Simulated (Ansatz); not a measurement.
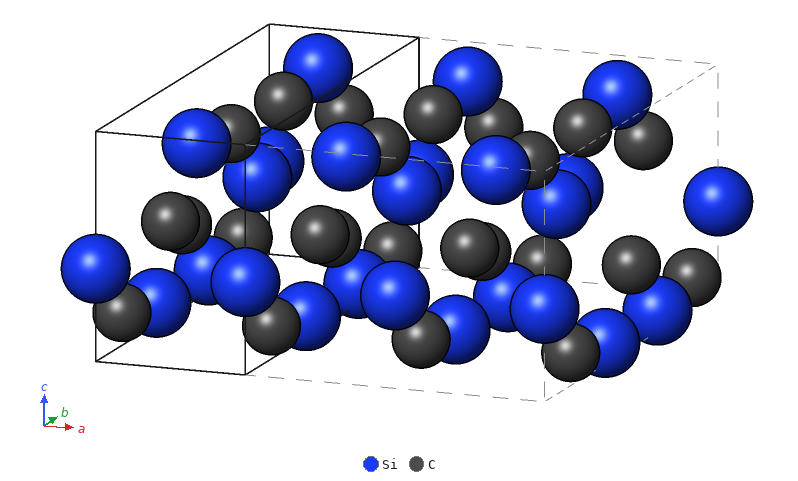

The crystal in a spheres-only representation, seen slightly off an axis. The picture spans 3×1×1 cells, one conventional unit cell being drawn with solid lines.

SiC, space group Pmmn (No. 59), a = 3.12 Å, b = 9.52 Å, c = 4.61 Å, α = 90.00°, β = 90.00°, γ = 90.00°.

Computational set-up: Ansatz, DFT PBE, scalar-relativistic, plane waves, PAW, 420 eV cutoff, k-points on a 10×4×6 grid, Gaussian smearing of 0.02 eV, no spin polarisation.

Question: Does it come out as a metal, or with a gap?

Answer: A semiconductor at this level, with a gap of 2.06 eV, direct.

Question: What is the pressure at this volume?

Answer: The computed pressure is 0.0 GPa, close to zero.

The initial geometry was a structure type filled with these elements by a generator (whether the compound takes this form wasn't checked). Earlier steps of the study may have refined or changed the cell and positions. It went into a calculation with Ansatz.
